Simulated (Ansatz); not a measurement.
Run report: WS$_{2}$, geometry relaxation

- system: WS$_{2}$ (R3m, 3 atoms in the cell)
- method: DFT PBE+D3(BJ), scalar-relativistic, plane waves, PAW, no spin polarisation (Ansatz 0.2.0)

The structure derives from an entry of the Crystallography Open Database. Figures and captions count atoms from 1; the log counts them from 0 in places.

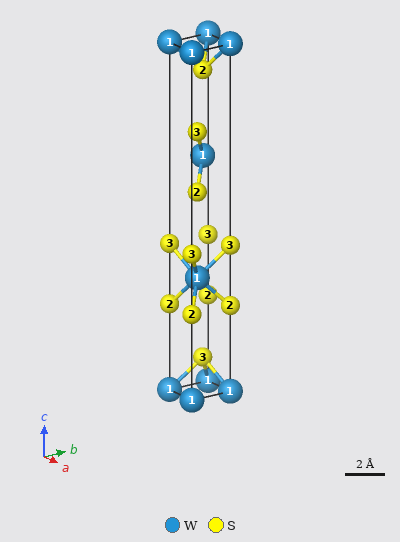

Figure 1. The starting structure (ball-and-stick view of the cell 3 times as large as that of the calculation, set on its symmetry axes, seen slightly off an axis; atoms are numbered from 1 in the order of the input). An atom can appear more than once, as a periodic image. Near neighbours in the periodic cell (some may lie outside the picture): W has 6 S at 2.41 Å; S has 3 W at 2.41 Å.

## Key numbers

- outcome: converged
- space group (tolerance 0.01 Å): R3m (160)
- electrons treated: 26
- free energy: −12192.6587 eV
- Fermi energy: 12.640 eV
- gap on the k-point mesh: 0.91 eV
- pressure: 0.03 GPa
- final volume: 52.13 Å³
- largest force (length of the vector) at the end: 0.001 eV/Å
- final cell: a = 6.308 Å, b = 6.308 Å, c = 6.308 Å, α = 28.98°, β = 28.98°, γ = 28.98°
- hardware: 8 threads of Arm Neoverse V2, 24 GiB of memory available, shared host
- wall time: 8.9 s (CPU time 64 s)
- peak memory: 0.57 GiB

## Notes

Spin–orbit coupling is left out, which matters for W.

## Input file
```yaml
crystal:
  lattice:
    - [1.5783988345, 0.911288992, 6.0519512086]
    - [-1.5783988345, 0.911288992, 6.0519512086]
    - [0.0, -1.822577984, 6.0519512086]
  atoms:
    - { symbol: W, position: [-0.0006337017, -0.0006337017, -0.0006337017] }
    - { symbol: S, position: [0.752702916, 0.752702916, 0.752702916] }
    - { symbol: S, position: [0.5792307857, 0.5792307857, 0.5792307857] }
basis:
  ecutwfc: 420
kpoints:
  mp_grid: { grid: [12, 12, 12] }
hamiltonian:
  xc: pbe
  dispersion: d3bj
scf:
  occupations: { method: gaussian, width: 0.02 }
output:
  forces: true
  stress: true
  eigenvalues: true
relax:
  adjacent_minimum: "off"
  f_tol: 0.005
  max_steps: 80
  cell: { stress_tol: 0.05 }
```

Run as:
```bash
ansatz run input.yaml --threads 8 --pin off --max-ram 20480MiB --backend cpu --events-out ev --progress --plain --runs-dir out
```

## What the program printed
```
basis.fft_grid_basis auto: the FFT boxes are laid along the combinations [[1, 0, -1], [0, 1, -1], [0, 0, 1]] of the cell's own vectors, 3.157, 3.157 and 6.320 Å long. The dense box has 24×24×45 points. Along the cell's own vectors, as sized, it would have 45×45×45, 3.52 times as many. Of the 6 symmetry operations that the crystal satisfies within crystal.symmetry.tolerance (time reversal apart; of a slab, those that keep its plane) the dense box along the cell's own vectors carries 6, and the one as laid loses 4 of those. basis.fft_grid_basis: typed keeps the cell's own vectors: state it where this run's energies or levels are differenced outside the engine with another run's, or held beside a run that keeps those vectors.
Engine: ansatz 0.2.0, aarch64-unknown-linux-gnu
Pseudopotentials: kind: paw
Pseudopotential: W, paw, valence charge 14, recommended cutoff 420 eV (normal), W.paw.azcp
Pseudopotential: S, paw, valence charge 6, recommended cutoff 420 eV (normal), S.paw.azcp
Functional definition: PBE
  parameter kappa = 0.804
  parameter beta = 0.06672455060314922
  exchange = pbe_x(kappa = kappa, mu = beta*pi^2/3)
  correlation = pbe_c(beta = beta)
Crystal: 3 atoms, lattice volume = 52.230 Å³
Basis set: ecut = 420 eV, 999 PW (Γ), FFT grids on a1−a3, a2−a3, a3, exchange–correlation on 48×48×90 points (8 copies of the dense FFT grid, shifted against one another)
Bands: 17, of which v1, the nominal top of the filled ones, is band 13 counted from 1 (12 counted from 0)
Symmetry: 6 space group operations
Space group: R3m (ITA 160), of the structure as read, at distance tolerance 3.7e-5 Å
k-points: 189 of 1728 (time reversal used)
Non-local potential: W, projectors of the file, l = 0: 3, l = 1: 2, l = 2: 2, l = 3: 1
Non-local potential: S, projectors of the file, l = 0: 2, l = 1: 2, l = 2: 2
PAW form: soft (Blöchl's): semilocal exchange-correlation on the pseudo side does not see the compensation charge
PAW one-centre angular grid: W, 590 points (default); XC on 64 Gauss nodes
PAW one-centre angular grid: S, 110 points (default); XC on 64 Gauss nodes
Initial density: superposition of atomic densities (neutral atoms: chi_scale 0, normalization atom), corrected by the library's trained network
Initial wavefunctions: pseudopotential atomic-orbital guess
Functional: x = pbe(κ = 0.804, μ = 0.2195149727645171), c = pbe(β = 0.06672455060314922)
SCF iter   1: F=—  HF=-12192.653365 eV  |F-HF|=—  |Δ(HF+E_count)|=         —  Δρ=5.16e-3  dr2=5.43e-3  ethr=1.77e-3  ⟨swp⟩=6.0  Hψ=19094  notcnv=0
preconditioner: auto → none  [insulator: Δε(μ)=0.926 eV  Ē_g=8.827 eV  σ=0.020 eV  W_gap=1.00  n_scr=16 (ndim 8)  ℏωp=21.8 eV  f_vac=0.010  D(μ)=0.00/eV (n_scr^D=0)  ε∞_Penn≈7.1]
SCF iter   2: F=—  HF=-12192.656630 eV  |F-HF|=—  |Δ(HF+E_count)|=   3.27e-3  Δρ=2.66e-3  dr2=1.72e-3  ethr=2.09e-5  ⟨swp⟩=2.2  Hψ=6527  notcnv=0
SCF iter   3: F=—  HF=-12192.658675 eV  |F-HF|=—  |Δ(HF+E_count)|=   2.04e-3  Δρ=6.98e-4  dr2=6.66e-4  ethr=6.62e-6  ⟨swp⟩=2.0  Hψ=5292  notcnv=0
SCF iter   4: F=—  HF=-12192.658591 eV  |F-HF|=—  |Δ(HF+E_count)|=   8.44e-5  Δρ=1.44e-4  dr2=1.58e-5  ethr=2.56e-6  ⟨swp⟩=2.0  Hψ=4528  notcnv=0
SCF iter   5: F=—  HF=-12192.658592 eV  |F-HF|=—  |Δ(HF+E_count)|=   1.38e-6  Δρ=2.42e-5  dr2=7.66e-7  ethr=6.10e-8  ⟨swp⟩=2.0  Hψ=4642  notcnv=0
SCF iter   6: F=-12192.658592 eV  HF=-12192.658592 eV  |F-HF|=1.19e-8  |Δ(HF+E_count)|=   2.49e-8  Δρ=6.09e-6  dr2=3.34e-8  ethr=3.85e-10  ⟨swp⟩=6.1  Hψ=16003  notcnv=0
SCF 1 converged in 6 iterations: F = -12192.658592 eV  dr2 = 3.34e-8
  greatest PAW one-centre occupation: 1.000 electrons in one spin orbital (limit 2), on the W atom at site 0 (counted from 0), in its partial waves of l = 0
relax step   1: F+E_penalty+E_count = -12192.65859208 eV  Δ(F+E_penalty+E_count) = +0.000e0 eV  max|allowed force component| = 4.396e-2 eV/Å  Δτ_max = 0.0000 Å  P = -0.186 GPa  Ω = 52.230 Å³  (6 SCF iters, dr2 threshold 1.00e-7 eV, accepted)
Crystal: 3 atoms, lattice volume = 52.236 Å³
Initial density: handed on by an earlier stage of this run
Initial wavefunctions: those handed on with the density
iter 1 solved again at ethr=7.99e-8 eV; its pass at ethr=3.10e-3 eV (dr2=2.08e-5 eV) is discarded
SCF iter   1: F=—  HF=-12192.658621 eV  |F-HF|=—  |Δ(HF+E_count)|=         —  Δρ=2.16e-4  dr2=2.50e-5  ethr=7.99e-8  ⟨swp⟩=3.0  Hψ=20954  notcnv=0
preconditioner: auto → none  [insulator: Δε(μ)=0.920 eV  Ē_g=8.850 eV  σ=0.020 eV  W_gap=1.00  n_scr=16 (ndim 8)  ℏωp=21.8 eV  f_vac=0.010  D(μ)=0.00/eV (n_scr^D=0)  ε∞_Penn≈7.1]
SCF iter   2: F=—  HF=-12192.658609 eV  |F-HF|=—  |Δ(HF+E_count)|=   1.27e-5  Δρ=8.74e-5  dr2=2.63e-6  ethr=7.99e-8  ⟨swp⟩=2.0  Hψ=4455  notcnv=0
SCF iter   3: F=—  HF=-12192.658608 eV  |F-HF|=—  |Δ(HF+E_count)|=   3.18e-7  Δρ=2.85e-5  dr2=4.26e-7  ethr=1.01e-8  ⟨swp⟩=2.0  Hψ=4909  notcnv=0
iter 4 did not close the SCF: its close was put off for the readings that it lacked (scf_convergence_deferred on its scf_iter line)
SCF iter   4: F=-12192.658608 eV  HF=-12192.658608 eV  |F-HF|=3.78e-10  |Δ(HF+E_count)|=   5.49e-8  Δρ=1.01e-5  dr2=2.30e-8  ethr=1.64e-9  ⟨swp⟩=2.0  Hψ=4536  notcnv=0
iter 5 did not close the SCF: its close was put off for the readings that it lacked (scf_convergence_deferred on its scf_iter line)
SCF iter   5: F=-12192.658608 eV  HF=-12192.658608 eV  |F-HF|=6.55e-11  |Δ(HF+E_count)|=   5.27e-9  Δρ=1.43e-6  dr2=6.16e-10  ethr=8.83e-11  ⟨swp⟩=1.9  Hψ=4721  notcnv=0
SCF iter   6: F=-12192.658608 eV  HF=-12192.658608 eV  |F-HF|=9.09e-12  |Δ(HF+E_count)|=  1.78e-10  Δρ=2.11e-7  dr2=1.73e-11  ethr=2.37e-12  ⟨swp⟩=1.1  Hψ=8617  notcnv=0
SCF 2 converged in 6 iterations: F = -12192.658608 eV  dr2 = 1.73e-11
relax step   2: F+E_penalty+E_count = -12192.65860844 eV  Δ(F+E_penalty+E_count) = -1.636e-5 eV  max|allowed force component| = 2.867e-2 eV/Å  Δτ_max = 0.0018 Å  P = -0.009 GPa  Ω = 52.236 Å³  energy of the carried Pulay correction = -1.100e-6 eV  (6 SCF iters, dr2 threshold 3.00e-7 eV, accepted)
Crystal: 3 atoms, lattice volume = 52.134 Å³
iter 1 solved again at ethr=1.37e-7 eV; its pass at ethr=3.10e-3 eV (dr2=3.57e-5 eV) is discarded
SCF iter   1: F=—  HF=-12192.658709 eV  |F-HF|=—  |Δ(HF+E_count)|=         —  Δρ=2.08e-4  dr2=3.43e-5  ethr=1.37e-7  ⟨swp⟩=2.0  Hψ=19187  notcnv=0
preconditioner: auto → none  [insulator: Δε(μ)=0.913 eV  Ē_g=8.852 eV  σ=0.020 eV  W_gap=1.00  n_scr=16 (ndim 8)  ℏωp=21.8 eV  f_vac=0.009  D(μ)=0.00/eV (n_scr^D=0)  ε∞_Penn≈7.1]
SCF iter   2: F=—  HF=-12192.658701 eV  |F-HF|=—  |Δ(HF+E_count)|=   7.93e-6  Δρ=9.48e-5  dr2=4.55e-6  ethr=1.32e-7  ⟨swp⟩=2.0  Hψ=4536  notcnv=0
SCF iter   3: F=—  HF=-12192.658701 eV  |F-HF|=—  |Δ(HF+E_count)|=   6.19e-7  Δρ=4.87e-5  dr2=5.95e-7  ethr=1.75e-8  ⟨swp⟩=2.0  Hψ=4497  notcnv=0
iter 4 did not close the SCF: its close was put off for the readings that it lacked (scf_convergence_deferred on its scf_iter line)
SCF iter   4: F=-12192.658701 eV  HF=-12192.658701 eV  |F-HF|=9.34e-9  |Δ(HF+E_count)|=   4.28e-8  Δρ=1.13e-5  dr2=4.64e-8  ethr=2.29e-9  ⟨swp⟩=2.3  Hψ=4824  notcnv=0
iter 5 did not close the SCF: its close was put off for the readings that it lacked (scf_convergence_deferred on its scf_iter line)
SCF iter   5: F=-12192.658701 eV  HF=-12192.658701 eV  |F-HF|=9.82e-11  |Δ(HF+E_count)|=   5.98e-9  Δρ=1.17e-6  dr2=7.05e-10  ethr=1.78e-10  ⟨swp⟩=2.5  Hψ=4511  notcnv=0
SCF iter   6: F=-12192.658701 eV  HF=-12192.658701 eV  |F-HF|=1.82e-12  |Δ(HF+E_count)|=  2.66e-10  Δρ=2.07e-7  dr2=1.51e-11  ethr=2.71e-12  ⟨swp⟩=1.5  Hψ=9528  notcnv=0
SCF 3 converged in 6 iterations: F = -12192.658701 eV  dr2 = 1.51e-11
relax step   3: F+E_penalty+E_count = -12192.65870059 eV  Δ(F+E_penalty+E_count) = -9.216e-5 eV  max|allowed force component| = 9.316e-4 eV/Å  Δτ_max = 0.0028 Å  P = +0.027 GPa  Ω = 52.134 Å³  energy of the carried Pulay correction = +1.750e-5 eV  (6 SCF iters, dr2 threshold 9.86e-8 eV, accepted)
Initial wavefunctions: pseudopotential atomic-orbital guess (no wavefunctions were taken with the density)
iter 1 solved again at ethr=2.83e-7 eV; its pass at ethr=3.10e-3 eV (dr2=7.35e-5 eV) is discarded
SCF iter   1: F=—  HF=-12192.658684 eV  |F-HF|=—  |Δ(HF+E_count)|=         —  Δρ=4.20e-6  dr2=1.62e-9  ethr=2.83e-7  ⟨swp⟩=3.0  Hψ=27693  notcnv=0
eigensolver tolerance schedule: the retry pair's looser diagonalisation over-reported the residual by 45331.22 of it (diagonalisation noise at an unbounded share of the residual, at the tolerance the schedule requests for it); recorded, not acted on — ethr = c·dr2/N_el stays at c = 1.0e-1
preconditioner: auto → none  [insulator: Δε(μ)=0.915 eV  Ē_g=8.852 eV  σ=0.020 eV  W_gap=1.00  n_scr=16 (ndim 8)  ℏωp=21.8 eV  f_vac=0.009  D(μ)=0.00/eV (n_scr^D=0)  ε∞_Penn≈7.1]
SCF iter   2: F=—  HF=-12192.658682 eV  |F-HF|=—  |Δ(HF+E_count)|=   1.33e-6  Δρ=2.11e-6  dr2=6.31e-10  ethr=6.23e-12  ⟨swp⟩=4.0  Hψ=8598  notcnv=0
SCF iter   3: F=—  HF=-12192.658682 eV  |F-HF|=—  |Δ(HF+E_count)|=  1.18e-10  Δρ=9.97e-7  dr2=9.85e-11  ethr=2.43e-12  ⟨swp⟩=2.0  Hψ=4536  notcnv=0
iter 4 did not close the SCF: its close was put off for the readings that it lacked (scf_convergence_deferred on its scf_iter line)
SCF iter   4: F=-12192.658682 eV  HF=-12192.658682 eV  |F-HF|=5.46e-12  |Δ(HF+E_count)|=  6.55e-11  Δρ=2.71e-7  dr2=9.84e-12  ethr=1.00e-12  ⟨swp⟩=2.1  Hψ=4860  notcnv=0
iter 5 did not close the SCF: its close was put off for the readings that it lacked (scf_convergence_deferred on its scf_iter line)
SCF iter   5: F=-12192.658682 eV  HF=-12192.658682 eV  |F-HF|=3.64e-12  |Δ(HF+E_count)|=  5.46e-12  Δρ=7.02e-8  dr2=1.84e-12  ethr=1.00e-12  ⟨swp⟩=1.0  Hψ=3213  notcnv=0
iter 6 did not close the SCF: its close was put off for the readings that it lacked (scf_convergence_deferred on its scf_iter line)
SCF iter   6: F=-12192.658682 eV  HF=-12192.658682 eV  |F-HF|=1.82e-12  |Δ(HF+E_count)|=  3.64e-12  Δρ=1.94e-8  dr2=1.34e-13  ethr=1.00e-12  ⟨swp⟩=1.0  Hψ=3213  notcnv=0
iter 7 did not close the SCF: its close was put off for the readings that it lacked (scf_convergence_deferred on its scf_iter line)
SCF iter   7: F=-12192.658682 eV  HF=-12192.658682 eV  |F-HF|=1.82e-12  |Δ(HF+E_count)|=  5.46e-12  Δρ=3.70e-9  dr2=5.44e-15  ethr=1.00e-12  ⟨swp⟩=1.0  Hψ=3213  notcnv=0
SCF iter   8: F=-12192.658682 eV  HF=-12192.658682 eV  |F-HF|=3.64e-12  |Δ(HF+E_count)|=  1.27e-11  Δρ=9.74e-10  dr2=8.48e-16  ethr=1.00e-12  ⟨swp⟩=3.1  Hψ=10895  notcnv=0
SCF 4 converged in 8 iterations: F = -12192.658682 eV  dr2 = 8.48e-16
relax step   4: F+E_penalty+E_count = -12192.65868245 eV  Δ(F+E_penalty+E_count) = +1.814e-5 eV  max|allowed force component| = 9.307e-4 eV/Å  Δτ_max = 0.0000 Å  P = +0.027 GPa  Ω = 52.134 Å³  stress off target by 2.71e-2 GPa  SCF on the basis re-selected at this cell (its energy is not comparable with the rows above)  (8 SCF iters)
```

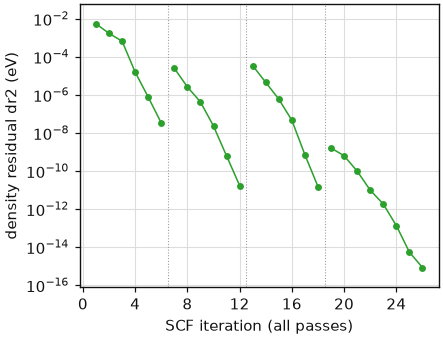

Figure 2. Convergence of the self-consistent field: density residual dr2 against the SCF iteration. The dotted lines part the SCF passes of the relaxation: geometry steps, rejected trials and re-solves on a re-selected basis. The passes take 6, 6, 6 and 8 iterations.

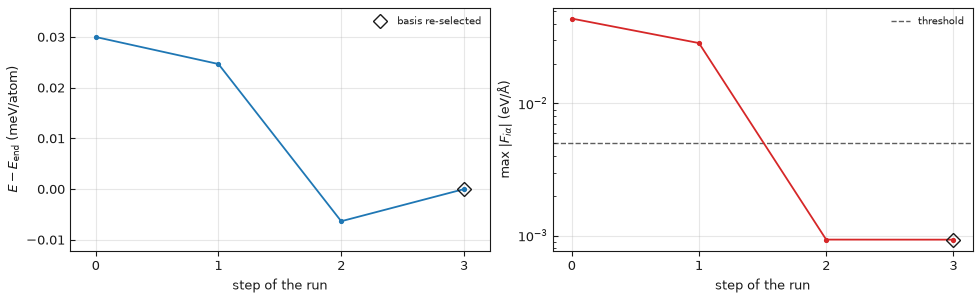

Figure 3. Progress of the relaxation, step by step (the first geometry is step 0 here and step 1 in the log). The atoms keep their places relative to the cell (all moves are under 0.005 Å). The volume changes by −0.2 %, with a = b stay at 3.157 Å, c 18.156 → 18.118 Å (−0.2 %). The space group stays R3m (No. 160). The energy falls by next to nothing (0.0 meV per atom) in 2 geometry steps. Largest force component: 0.044 eV/Å at the start, 0.00093 eV/Å at the end. Pressure: −0.19 GPa at the start and 0.03 GPa at the end. A last SCF at the same geometry on a re-selected plane-wave basis shifts the energy by +0.0 meV per atom. (Atoms are counted from 1 in the order of the input.)

```
basis re-selected at this cell: Δ(F+E_penalty+E_count) = +1.814e-5 eV, ΔP = -0.000 GPa vs the last step (what re-selecting the basis moved, of the pressure what is left beyond the Pulay correction that the steps carried, after the strain that the cell walked since its last selection, with what the two solves' SCF thresholds leave and, on support functions, any second-order correction that the steps lacked; it is no measure of the basis error at this ecutwfc). This SCF's stress stands 2.71e-2 GPa from its target on what of the cell is left free (relax.cell.stress_tol is 5.00e-2 GPa) and its largest allowed force component is 9.31e-4 eV/Å (relax.f_tol is 5.00e-3 eV/Å): within both
SCF converged after 8 iterations
Free energy (F): -12192.658682 eV
Harris-Foulkes:  -12192.658682 eV  (|F-HF|=3.64e-12)
Internal energy: -12192.658682 eV  (E = F + TS)
E sigma→0 (E₀):  -12192.658682 eV
Fermi energy:    12.639519 eV
--- Per-component energies (eV) ---
  E_band       = -177.212195
  E_kinetic    = 667.338727
  E_local      = -1662.088520  (includes V_loc(G=0)·N_el)
  E_nonlocal   = 57.433894
  E_hartree    = 655.466478
  E_xc         = -462.631217
  E_vxc        = -415.691891  (∫ρ·V_xc dr)
  E_paw        = -9763.171023  (= ΣΔE_a)
  E_vpaw       = -135.137300  (= ΣTr[D̂ρ^β])
  E_aug_tail   = -0.000062  (compensation charges beyond the density's cutoff)
  E_ewald      = -1683.696274
  E_disp       = -1.310686  (pairwise vdW)
  E_smearing   = -0.000000  (= −TS)
  E_closure    = 0.000000  (closes the sum)
  Σ components = -12192.658682   (vs F -12192.658682, Δ=0.00e0)
--- Forces (eV/Å), atoms counted from 1 ---
  atom   1  W     -0.00000000    -0.00000000     0.00093044
  atom   2  S     -0.00000000     0.00000000    -0.00004421
  atom   3  S     -0.00000000    -0.00000000    -0.00088686
  max |Σ_I F_I| component: 6.20e-7 eV/Å
--- Stress (GPa, compression-positive) ---
        0.027147       0.000000      -0.000000
        0.000000       0.027147      -0.000000
       -0.000000      -0.000000       0.025484
  P = ⅓ Tr σ = 0.0266 GPa (0.266 kbar)
--- Band table (eV; the first three rows and the last of 189) ---
  k-point 0: bands = ["-62.4628", "-26.7645", "-26.5825", "-26.5825", "-3.5872", "-1.5258", "4.3494", "8.6200", "8.6200", "9.8322", "9.8322", "10.7560", "10.8324", "14.2998", "14.2998", "14.6116", "14.6116"]
  k-point 1: bands = ["-62.4616", "-26.7599", "-26.6075", "-26.5883", "-3.4675", "-1.4933", "4.4984", "8.3164", "8.7378", "9.4069", "9.6427", "10.7337", "10.9788", "14.2051", "14.3208", "14.4616", "14.5651"]
  k-point 2: bands = ["-62.4581", "-26.7476", "-26.6751", "-26.6040", "-3.1251", "-1.3998", "4.9048", "7.6088", "8.6213", "9.0623", "9.2045", "10.6057", "10.8739", "13.6278", "14.2980", "14.5219", "14.9890"]
  k-point 188: bands = ["-62.4628", "-26.7646", "-26.5825", "-26.5825", "-3.2889", "-2.0814", "5.5917", "8.1272", "8.5962", "8.5962", "9.8813", "9.8813", "12.1826", "14.3829", "14.3829", "14.4675", "14.4675"]
--- Relaxed structure (3 steps of the walk, 3 accepted, 1 SCFs on fresh bases) ---
  F+E_penalty+E_count = -12192.65868245 eV   max|allowed force component| = 9.307e-4 eV/Å   (the final SCF, on the basis selected at the relaxed cell)
  cell:  # Å, volume = 52.1342 Å³
    - [1.578601568902548, 0.9114060407490511, 6.039306029301574]
    - [-1.578601568902548, 0.9114060407490511, 6.039306029301574]
    - [-4.329479609322712e-34, -1.8228120814981021, 6.039306029301574]
  atoms:
    - { symbol: W, position: [-0.0006554633130013019, -0.0006554633130013019, -0.0006554633130013019] }
    - { symbol: S, position: [0.7527776225120595, 0.7527776225120595, 0.7527776225120595] }
    - { symbol: S, position: [0.5791778408009419, 0.5791778408009419, 0.5791778408009419] }
```

## Trajectory as extended XYZ (Å, eV, eV/Å), 4 frames, from step=1 to step=4
```
3
Lattice="1.5784 0.9113 6.0520 -1.5784 0.9113 6.0520 0.0000 -1.8226 6.0520" Properties=species:S:1:pos:R:3:forces:R:3 step=1 energy=-12192.65859 pressure_GPa=-0.19
W     0.0000    0.0000   -0.0115    0.0000   0.0000  -0.0186
S     0.0000    0.0000   13.6660    0.0000   0.0000  -0.0254
S     0.0000    0.0000   10.5164    0.0000   0.0000   0.0440
3
Lattice="1.5797 0.9120 6.0426 -1.5797 0.9120 6.0426 0.0000 -1.8241 6.0426" Properties=species:S:1:pos:R:3:forces:R:3 step=2 energy=-12192.65861 pressure_GPa=-0.01
W     0.0000    0.0000   -0.0120    0.0000   0.0000   0.0049
S     0.0000    0.0000   13.6435    0.0000   0.0000   0.0238
S     0.0000    0.0000   10.5020    0.0000   0.0000  -0.0287
3
Lattice="1.5786 0.9114 6.0393 -1.5786 0.9114 6.0393 0.0000 -1.8228 6.0393" Properties=species:S:1:pos:R:3:forces:R:3 step=3 energy=-12192.65870 pressure_GPa=0.03
W     0.0000    0.0000   -0.0119    0.0000   0.0000   0.0009
S     0.0000    0.0000   13.6388    0.0000   0.0000  -0.0001
S     0.0000    0.0000   10.4935    0.0000   0.0000  -0.0009
3
Lattice="1.5786 0.9114 6.0393 -1.5786 0.9114 6.0393 0.0000 -1.8228 6.0393" Properties=species:S:1:pos:R:3:forces:R:3 step=4 energy=-12192.65868 pressure_GPa=0.03
W     0.0000    0.0000   -0.0119    0.0000   0.0000   0.0009
S     0.0000    0.0000   13.6388    0.0000   0.0000   0.0000
S     0.0000    0.0000   10.4935    0.0000   0.0000  -0.0009
```

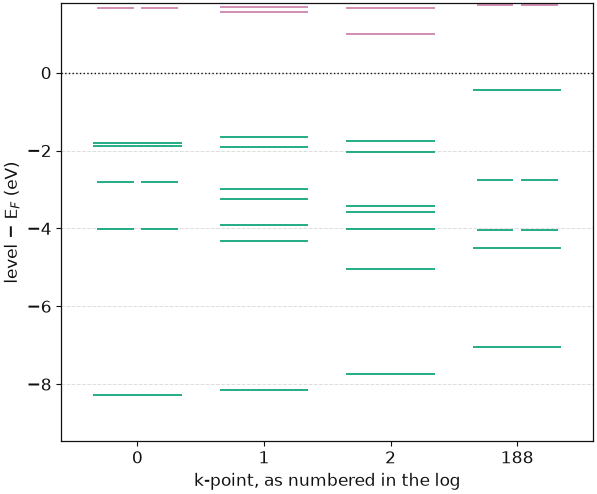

Figure 4. Kohn–Sham levels near the Fermi level (dotted) at the few k-points that the log prints; levels within 0.02 eV of each other stand side by side. Among these points the highest filled and lowest empty levels are 1.45 eV apart; the gap on the full mesh, 0.91 eV, has an edge at a point that isn't printed.
